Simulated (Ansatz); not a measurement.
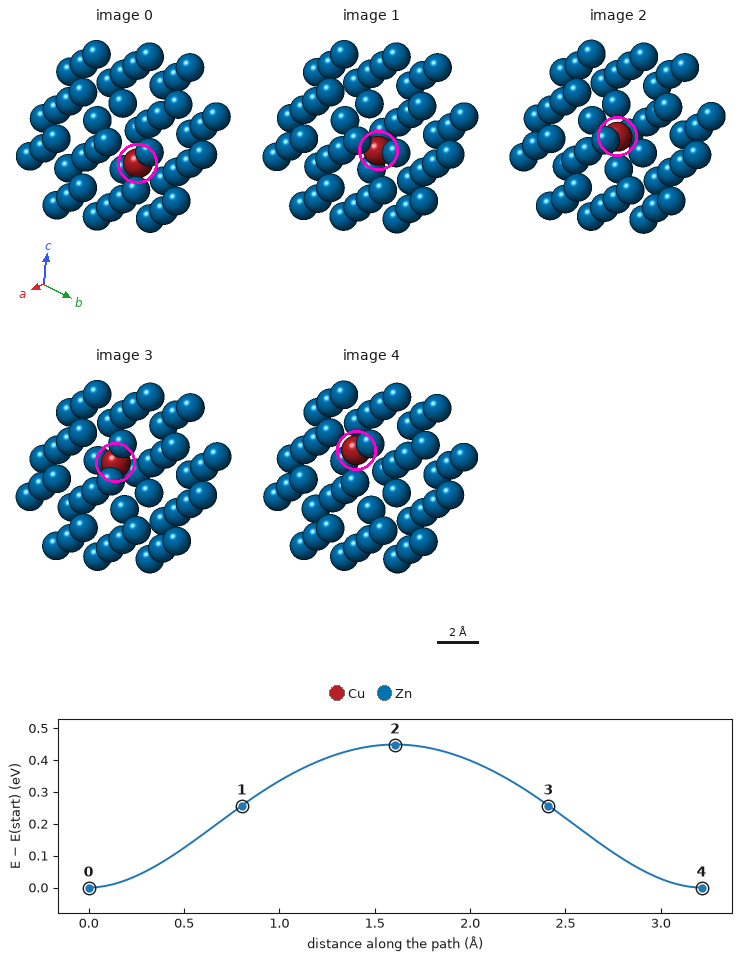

A search for the minimum-energy path of a defect cell of composition Zn14Cu (15 atoms in the cell) by the nudged elastic band. Images are numbered from 0 (start) to 4 (end). The picture is a spheres-only view of the atoms within 5.7 Å of the middle of the path, seen slightly off an axis. The moving atom is ringed, with any periodic copies.

Theory: Ansatz, DFT PBE, scalar-relativistic, plane waves, PAW.

Input
```yaml
crystal:
  lattice:
    - [3.9288069991, 3.9288069991, 3.9288069991]
    - [-3.9288069991, 3.9288069991, -3.9288069991]
    - [-3.9288069991, -3.9288069991, 3.9288069991]
  atoms:
    - { symbol: Cu, position: [0.0, 0.0101936588, -0.0101936588] }
    - { symbol: Zn, position: [0.2401913302, 0.7571901412, 0.0104771692] }
    - { symbol: Zn, position: [0.0, 0.5031718308, 0.4968281692] }
    - { symbol: Zn, position: [0.2455097032, 0.4963793349, 0.2479052623] }
    - { symbol: Zn, position: [0.5074396176, 0.5020798669, 0.0053597507] }
    - { symbol: Zn, position: [0.0, 0.2523096004, 0.7476903996] }
    - { symbol: Zn, position: [0.2401913302, 0.229714161, 0.483001189] }
    - { symbol: Zn, position: [0.4970481486, 0.2471394266, 0.249908722] }
    - { symbol: Zn, position: [0.7544902968, 0.2508696317, 0.0023955591] }
    - { symbol: Zn, position: [0.2455097032, -0.0023955591, 0.7491303683] }
    - { symbol: Zn, position: [0.4925603824, -0.0053597507, 0.4979201331] }
    - { symbol: Zn, position: [0.7598086698, -0.0104771692, 0.2428098588] }
    - { symbol: Zn, position: [0.5029518514, 0.750091278, 0.7528605734] }
    - { symbol: Zn, position: [0.7544902968, 0.7520947377, 0.5036206651] }
    - { symbol: Zn, position: [0.7598086698, 0.516998811, 0.770285839] }
basis:
  ecutwfc: 420
  xc_grid: 2
kpoints:
  mp_grid: { grid: [4, 4, 4], shift: [0.5, 0.5, 0.5] }
hamiltonian:
  xc: pbe
scf:
  occupations: { method: gaussian, width: 0.1 }
output:
  forces: true
neb:
  images: 3
  f_tol: 0.05
  max_iterations: 70
  order_check: false
  final_atoms:
    - { symbol: Cu, position: [0.0, -0.2601936622, 0.2601936622] }
    - { symbol: Zn, position: [0.2401913318, 0.7604771672, 0.0071901385] }
    - { symbol: Zn, position: [0.0, 0.4976903971, 0.5023096029] }
    - { symbol: Zn, position: [0.2455097019, 0.4991303689, 0.2476044403] }
    - { symbol: Zn, position: [0.502951849, 0.502860572, 9.1277e-05] }
    - { symbol: Zn, position: [0.0, 0.2468281696, 0.7531718304] }
    - { symbol: Zn, position: [0.2401913318, 0.2330011933, 0.4797141646] }
    - { symbol: Zn, position: [0.4925603804, 0.2479201331, 0.2446402473] }
    - { symbol: Zn, position: [0.7544902981, 0.253620667, 0.0020947383] }
    - { symbol: Zn, position: [0.2455097019, -0.0020947383, 0.746379333] }
    - { symbol: Zn, position: [0.497048151, -9.1277e-05, 0.497139428] }
    - { symbol: Zn, position: [0.7598086682, -0.0071901385, 0.2395228328] }
    - { symbol: Zn, position: [0.5074396196, 0.7553597527, 0.7520798669] }
    - { symbol: Zn, position: [0.7544902981, 0.7523955597, 0.5008696311] }
    - { symbol: Zn, position: [0.7598086682, 0.5202858354, 0.7669988067] }
```

Launched with:
```bash
ansatz run input.yaml --threads 4 --pin off --max-ram 8192MiB --backend cpu --events-out ev --progress --plain --runs-dir out
```

Question: What happens along the path, and what is the barrier?

Answer: The barrier is about 0.45 eV in both directions, with image 2 at the top; the ends have the same energy. The Cu atom travels furthest, 3.00 Å from end to end, along [0 −1 1], on a straight line. At the highest image its nearest neighbour (Zn) is 2.51 Å away, against 2.69 Å at the start, and the surrounding atoms stand up to 0.24 Å off the mean of their end positions. The band converged in 6 iterations. The largest component of the band force went from 1.1 to 0.0062 eV/Å. The climbing image converged on the top of the path. Its curvatures weren't checked.

Limits of the set-up: the periodic images lie only 6.8 Å apart, so the values are limited by the cell's size.

The run took 9.7 min on 4 threads of Arm Neoverse V2, with other jobs on the host, peak memory 2.9 GiB.
